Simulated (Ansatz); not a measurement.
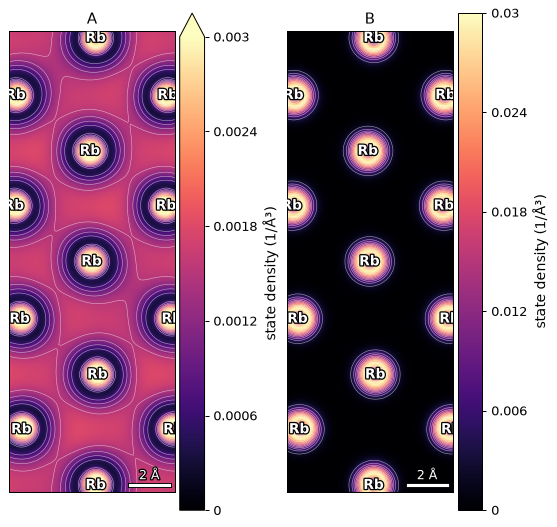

Rb: densities of the states in two energy windows, on the (101̄) plane of the conventional cell.

Space group C2/c. This isn't the usual form at ambient conditions. The cell comes from a database of computed structures, not from a measurement.

These are results of Ansatz 0.2.0, DFT r2SCAN, scalar-relativistic, plane waves, PAW, not measurements.

In a PAW calculation such maps are meaningful between the atoms, not at the nuclei.

**Match the panels to the energy ranges (zero at the Fermi level): −13.73 to −13.56 eV and −0.25 to +0.25 eV.**

Panel A: −0.25 to +0.25 eV, the states at the Fermi level, mainly Rb 5s (over 95 %).
Panel B: −13.73 to −13.56 eV, a separate group of bands (semicore or deep states), mainly Rb 4p (over 95 %).
The characters are Löwdin shares on a minimal set of atomic orbitals.

Run time: 4.6 min on 2 threads of Arm Neoverse N1, on a shared host, peak memory 3.1 GiB.
